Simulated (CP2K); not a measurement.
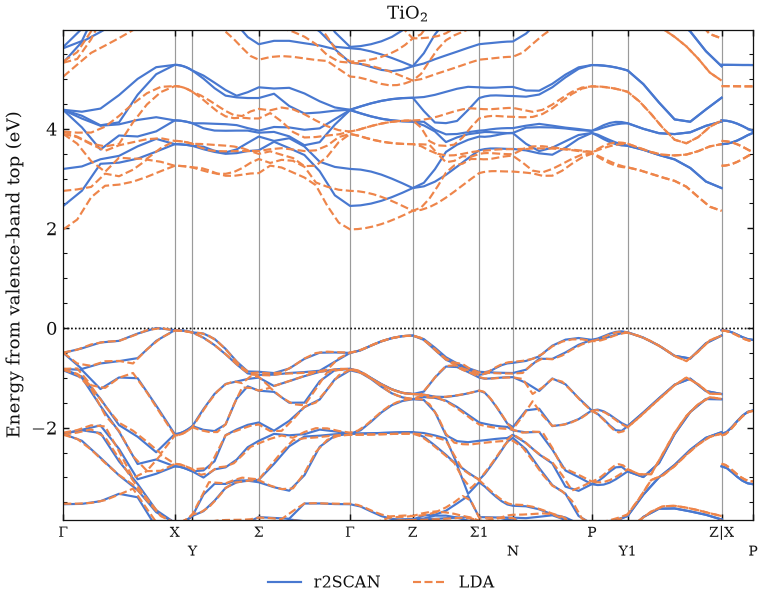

Band structures of anatase TiO₂, space group I4_1/amd, 6 atoms in the primitive cell (a = 3.784 Å, c = 9.515 Å (tetragonal axes)), by two methods on the same cell. Each is counted from its own valence-band top.

> How do the methods compare?

r2SCAN gives a gap of 2.45 eV along the path and LDA gives a gap of 1.98 eV along the path.

Settings. r2SCAN: POTENTIAL_UZH Ti GTH-SCAN-q12, O GTH-SCAN-q6; TZVP-MOLOPT-SCAN-GTH basis, no spin polarisation, no spin-orbit coupling, 10×10×10 k mesh, Fermi-Dirac smearing of 0.01 eV (CP2K 2026.2). LDA: GTH_POTENTIALS Ti GTH-PADE-q12, O GTH-PADE-q6; TZVP-MOLOPT-PBE-GTH basis, no spin polarisation, no spin-orbit coupling, 10×10×10 k mesh, Fermi-Dirac smearing of 0.05 eV (CP2K 2026.2).

In reduced coordinates of the cell that was run, X is (−0.5, 0.5, 0), Y is (−0.5, 0.5, −0.079), Σ is (−0.29, 0.29, −0.29), Z is (0.5, 0.5, −0.5), Σ1 is (0.29, 0.71, −0.71), N is (0, 0.5, −0.5), P is (−0.25, 0.75, −0.25) and Y1 is (0.079, 0.921, −0.5). The cell is at −7 GPa in LDA and 2 GPa in r2SCAN. The basis of atomic orbitals isn't converged, which shifts gaps and empty levels. LDA, GGA and most meta-GGA functionals understate gaps.
